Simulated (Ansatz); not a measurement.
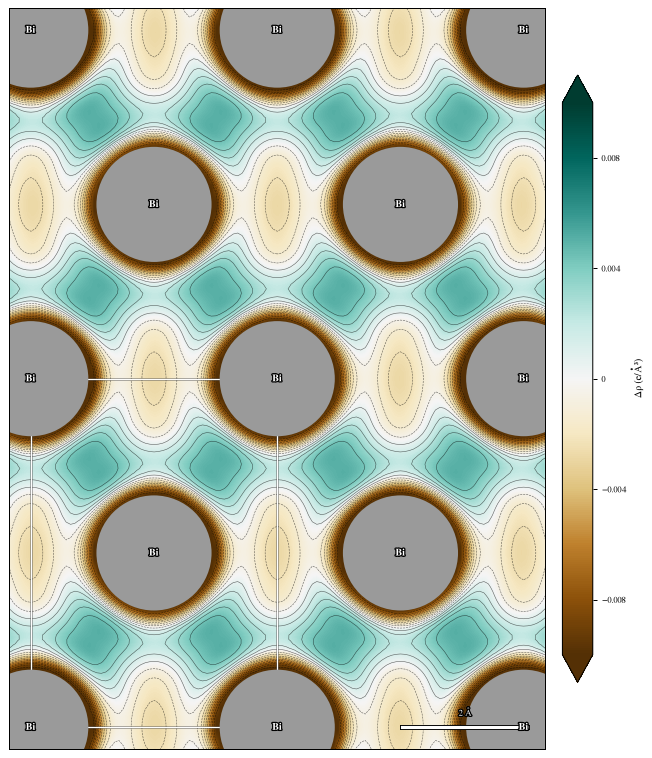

Bi: difference of two self-consistent densities at the same geometry, ρ(r2SCAN) − ρ(LDA), on the (101) plane of the conventional cell. Grey discs cover the cores, where the PAW densities can't be compared. Cores are masked to 0.9 Å (Bi).

Space group Im-3m. Spin-orbit coupling, left out here, splits and shifts the levels of such heavy elements, by tenths of an eV up to several eV. The cell comes from a database of computed structures, not from a measurement.

Both runs: Ansatz, scalar-relativistic, plane waves and PAW, same cutoff, k-points and PAW files (made with PBE).

### What differs between the two levels of theory?

Against LDA, and outside the masked cores, the largest gain, 0.005 e/Å³, lies 1.5 Å from a bismuth nucleus, and the largest loss lies at the edge of the masked core of Bi. At this volume the pressure is −4 GPa with LDA and 0 GPa with r2SCAN.
